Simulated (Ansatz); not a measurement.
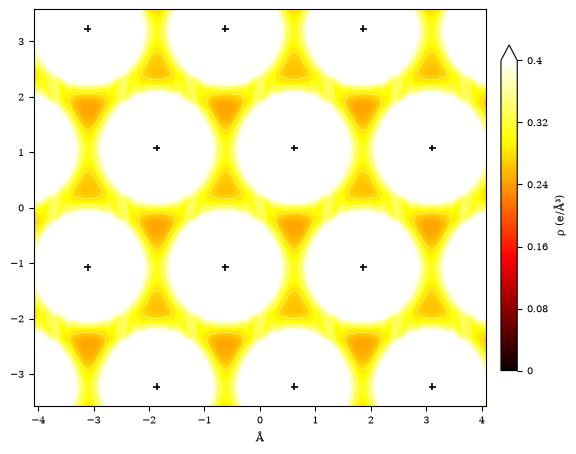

The valence pseudo-density on a plane through atoms (crosses mark nuclei in the plane).

Computed with DFT, PBEsol, plane waves (420 eV) with PAW, scalar-relativistic (Ansatz 0.2.0).

Candidates:
A. Co, a = 2.45 Å, b = 2.45 Å, c = 7.96 Å, α = 90.00°, β = 90.00°, γ = 120.00°. Space group P6₃/mmc; set up as Co, dhcp; a generated structure, not necessarily the stable one; changed on purpose from its base cell (volume × 1.04); computed pressure about −10 GPa in this cell; computed without spin polarisation.
B. Cu, a = 2.49 Å, b = 2.49 Å, c = 4.06 Å, α = 89.98°, β = 90.05°, γ = 119.98°. Space group P6₃/mmc; set up as Cu, beta-Sn type; a generated structure, not necessarily the stable one; changed on purpose from its base cell (volume × 0.96); computed pressure about 7 GPa in this cell; computed without spin polarisation.
C. Nb, a = 2.80 Å, b = 2.80 Å, c = 5.12 Å, α = 90.00°, β = 90.00°, γ = 120.00°. Space group P6₃/mmc; set up as Nb, hcp; a generated structure, not necessarily the stable one; changed on purpose from its base cell (volume × 0.96); computed pressure about 7 GPa in this cell.

**Which system is this?**

Candidate B: Cu on the (001) plane of the conventional cell, which holds Cu. Cu–Cu (2.49 Å): ρ is about 0.34 e/Å³ halfway.
